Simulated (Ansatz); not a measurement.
Consider C (slab).

```
CELL_PARAMETERS angstrom
7.39515 0.00000 0.00000
-3.69757 6.40439 0.00000
0.00000 0.00000 19.53061
ATOMIC_POSITIONS crystal
C 0.55556 0.44444 0.40961
C 0.55556 0.77769 0.40974
C 0.55539 0.11098 0.40953
C 0.88902 0.44461 0.40953
C 0.88900 0.77779 0.40974
C 0.88902 0.11098 0.40957
C 0.22231 0.44444 0.40974
C 0.22221 0.77779 0.40978
C 0.22221 0.11100 0.40974
C 0.44440 0.22219 0.40962
C 0.44448 0.55552 0.40975
C 0.44440 0.88879 0.40972
C 0.77781 0.22219 0.40956
C 0.77781 0.55560 0.40962
C 0.77781 0.88879 0.40971
C 0.11121 0.22219 0.40971
C 0.11121 0.55560 0.40972
C 0.11114 0.88886 0.40978
```

The calculation used DFT PBE+D3(BJ), scalar-relativistic, plane waves, PAW in Ansatz 0.2.0.

Q: What will maps of the valence pseudo-density show?

A: C–C (1.42 Å): ρ is about 2 e/Å³ halfway.

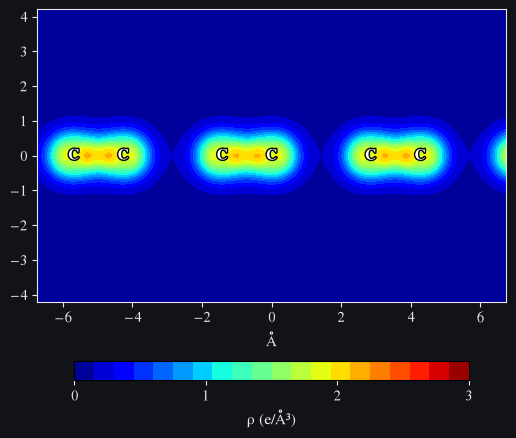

Computed valence pseudo-density on the (110) plane of the calculation cell, a cut from vacuum to vacuum. 

Core electrons are frozen (PAW), and the valence fields are smoothed inside the atomic spheres.
